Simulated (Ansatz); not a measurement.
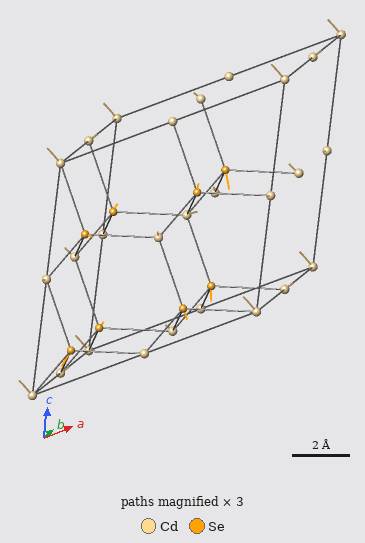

A Born-Oppenheimer molecular dynamics run of a 16-atom cell of CdSe (built on the zincblende type), 30 fs long. Lines trace each atom's path, in the colour of its element; spheres stand at the starting positions. The excursions are magnified 3 times. Seen slightly off an axis in the reduced simulation cell.

These are results of DFT, PBEsol, plane waves, PAW (Ansatz 0.2.0), not measurements. Set-up: plane-wave cutoff 420 eV; k-point mesh 2 × 2 × 2; Fermi-Dirac smearing 0.146 eV; constant energy (NVE); velocities drawn for 1700 K; time step 1 fs.

The input:
```yaml
crystal:
  lattice:
    - [0.0, 6.1355619295, 6.1355619295]
    - [6.1355619295, 0.0, 6.1355619295]
    - [6.1355619295, 6.1355619295, 0.0]
  atoms:
    - { symbol: Cd, position: [0.0, 0.0, 0.0] }
    - { symbol: Se, position: [0.125, 0.125, 0.125] }
    - { symbol: Cd, position: [0.0, 0.0, 0.5] }
    - { symbol: Se, position: [0.125, 0.125, 0.625] }
    - { symbol: Cd, position: [0.0, 0.5, 0.0] }
    - { symbol: Se, position: [0.125, 0.625, 0.125] }
    - { symbol: Cd, position: [0.0, 0.5, 0.5] }
    - { symbol: Se, position: [0.125, 0.625, 0.625] }
    - { symbol: Cd, position: [0.5, 0.0, 0.0] }
    - { symbol: Se, position: [0.625, 0.125, 0.125] }
    - { symbol: Cd, position: [0.5, 0.0, 0.5] }
    - { symbol: Se, position: [0.625, 0.125, 0.625] }
    - { symbol: Cd, position: [0.5, 0.5, 0.0] }
    - { symbol: Se, position: [0.625, 0.625, 0.125] }
    - { symbol: Cd, position: [0.5, 0.5, 0.5] }
    - { symbol: Se, position: [0.625, 0.625, 0.625] }
kpoints:
  mp_grid: { grid: [2, 2, 2] }
hamiltonian:
  xc: pbesol
scf:
  occupations: { method: fermi_dirac, width: 0.146 }
md:
  ensemble: nve
  temperature: 1700
  timestep: 1.0
  n_steps: 30
  initial_velocities: maxwell_boltzmann
  seed: 5340
```

Launched with:
```bash
ansatz run input.yaml --threads 4 --pin off --max-ram 3686MiB --backend cpu --events-out ev --progress --plain --runs-dir out
```

Question: How do the atoms move?

Answer: Root-mean-square distances from the starting positions over the second half, with the common drift of all atoms taken out: Se 0.15 Å, Cd 0.13 Å. The run lasts only 30 fs, too short to tell vibration from diffusion. The total energy stays between 0 and 0.022 meV per atom of its start. A straight-line fit has a slope that amounts to +0.023 meV per atom over 30 fs (under 0.1 % of the mean kinetic energy), its mean offset in the second half is under 0.1 %, and the ripple about the line is under 0.1 % of the kinetic energy's fluctuation. With a drift under 2 % and a ripple under 7 %, the integration is accurate.
